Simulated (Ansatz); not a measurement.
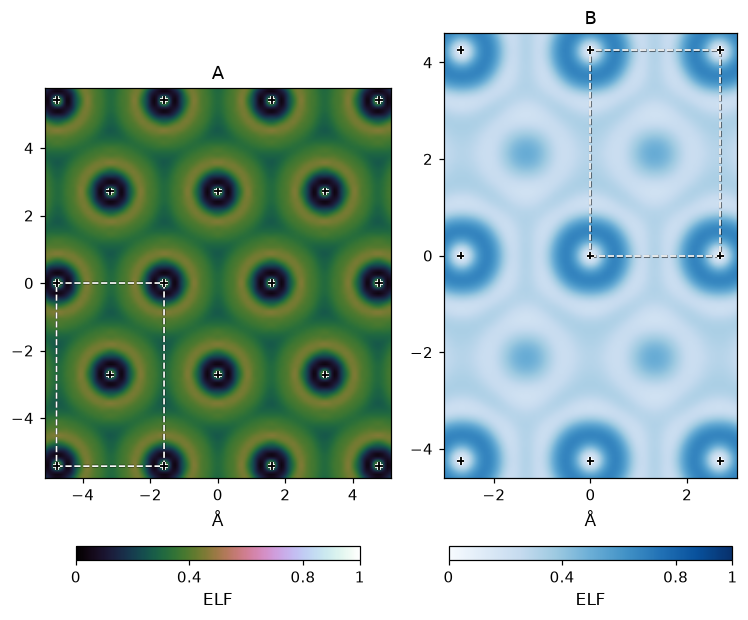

The ELF of 2 systems, each on a plane through atoms (crosses mark nuclei in the plane).

All numbers below come from Kohn-Sham DFT of a periodic cell, PBEsol, Ansatz PAW in Ansatz 0.2.0.

System 1: Bi, the (001) plane of the conventional cell. Space group Cmmm; a structure from a database of computed crystals, not necessarily the ambient phase; computed pressure about 20 GPa in this cell.

System 2: Ru, the (100) plane of the conventional cell. Space group P6₃/mmc.

Question: Match each panel to its system.

Answer: Panel A is system 1, Bi: the plane holds Bi. Bi–Bi (3.15 Å): the ELF is about 0.35 at the midpoint. Panel B is system 2, Ru: the plane holds Ru. Ru–Ru (2.69 Å): the ELF is about 0.30 at the midpoint.
